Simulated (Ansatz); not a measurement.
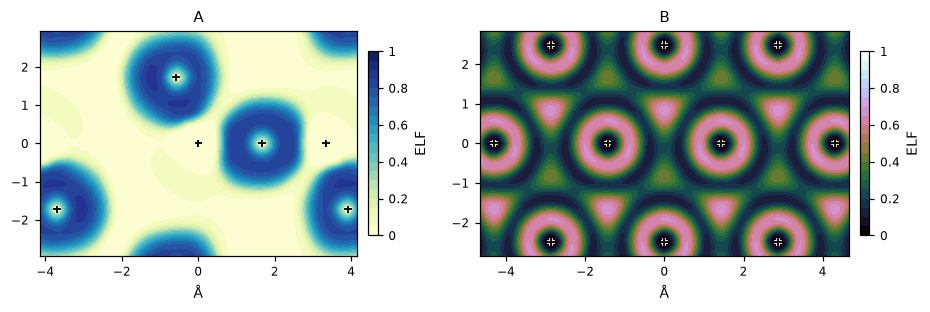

The ELF of 2 systems, each on a plane through atoms (crosses mark nuclei in the plane).

The calculation used DFT r2SCAN, scalar-relativistic, plane waves, PAW in Ansatz 0.2.0.

System 1: Ti, the (001) plane of the conventional cell. Space group P-3m1; not relaxed (largest force 0.4 eV/Å); computed without spin polarisation.

System 2: Al2O3, the (110) plane of the conventional cell. Space group P-3m1; a structure from a database of computed crystals, not necessarily the ambient phase.

```
Al O
1.0
     2.98587    0.00000    0.00000
    -1.49293    2.58584    0.00000
     0.00000    0.00000    7.60020
Al O
2 3
Direct
  0.00000 0.00000 0.28091
  0.00000 0.00000 0.71909
  0.33333 0.66667 0.20452
  0.66667 0.33333 0.79548
  0.00000 0.00000 0.50000
```

Which map belongs to which system?

Panel A is system 2, Al2O3: the plane holds Al and O. Al–O (1.67 Å): the ELF peaks at about 0.85 in the valence shell of O, 0.7 Å from its nucleus, and is about 0.80 at the midpoint. Panel B is system 1, Ti: the plane holds Ti. Ti–Ti (2.87 Å): the ELF is about 0.25 at the midpoint; no localised pair shows between them.
